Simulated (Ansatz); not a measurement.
System: TiAl.

```yaml
crystal:
  lattice:
    - [3.11946, -3.11946, 0.00000]
    - [3.23867, 3.23867, 0.00000]
    - [0.00000, 0.00000, 3.17906]
  atoms:
    - { symbol: Ti, position: [0.00000, 0.00000, 0.00000] }
    - { symbol: Ti, position: [0.50000, 0.50000, 0.00000] }
    - { symbol: Al, position: [0.50000, 0.00000, 0.50000] }
    - { symbol: Al, position: [0.00000, 0.50000, 0.50000] }
```

Space group Cmmm; a structure from a database of computed crystals, not necessarily the ambient phase; changed on purpose from its base cell (strain +0.0375 x Voigt [0, 0, 0, 0, 0, 1], atoms carried along); computed without spin polarisation.

Level of theory: DFT r2SCAN, scalar-relativistic, plane waves, PAW in Ansatz.

Predict the valence pseudo-density and electron localisation function between the atoms.

Ti–Al (2.72 Å): ρ at the midpoint is about 0.2 e/Å³; the ELF is about 0.25 at the midpoint; no shared electron pair shows on this line.

Does the calculation give a band gap?

It is gapless in this calculation (a metal or semimetal).

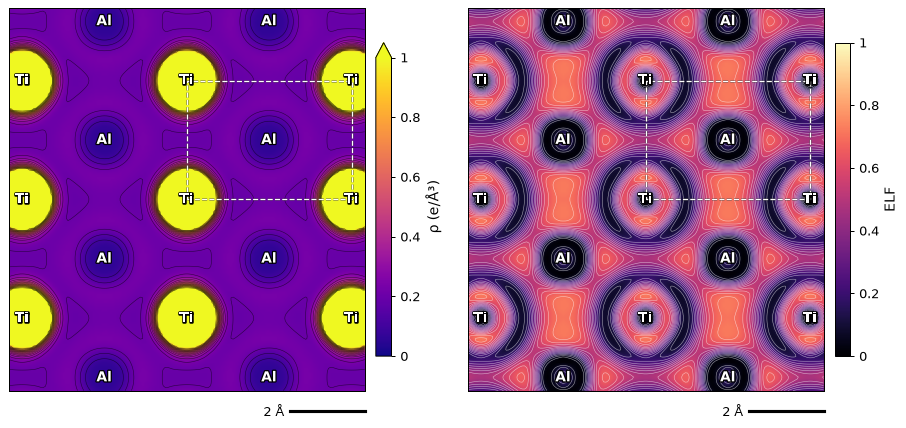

Computed valence pseudo-density and electron localisation function on the (010) plane of the conventional cell, in this order. 

Core electrons are frozen (PAW), and the valence fields are smoothed inside the atomic spheres.
